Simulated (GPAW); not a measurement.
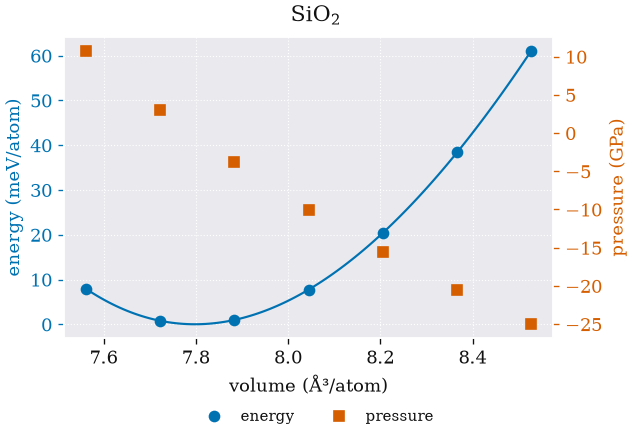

The picture above shows the energy and pressure against volume for SiO₂, space group P4_2/mnm (No. 136).

Cell as given: a = 4.233 Å, b = 4.233 Å, c = 2.693 Å, α = 90.00°, β = 90.00°, γ = 90.00°; 6 atoms.

How it was computed, with GPAW 26.7.0: PAW DFT in plane waves, on a grid or in atomic orbitals, no spin polarisation; energies at scaled volumes of the given cell, shape and fractions fixed, counted from the fit's minimum, third-order Birch-Murnaghan fit. Level: LDA.

| setting | value |
| --- | --- |
| k mesh | 5×5×8 |
| occupations | Fermi–Dirac |
| smearing width | 0.05 eV |
| potentials | GPAW PAW data sets (gpaw data 1.2.1) |
| wave cutoff | 800 eV |
| program settings | basis pw |

Tabulate the plotted points.

```tsv
volume (Å³/atom)	energy (meV/atom)	pressure (GPa)
7.5618	7.89	10.76
7.7227	0.77	3.08
7.8836	0.98	-3.83
8.0444	7.74	-10.02
8.2053	20.41	-15.58
8.3662	38.37	-20.56
8.5271	61.07	-25.02
```

Keep in mind: shape and atomic fractions are frozen while scaling, which makes layered, chain and framework solids too stiff.
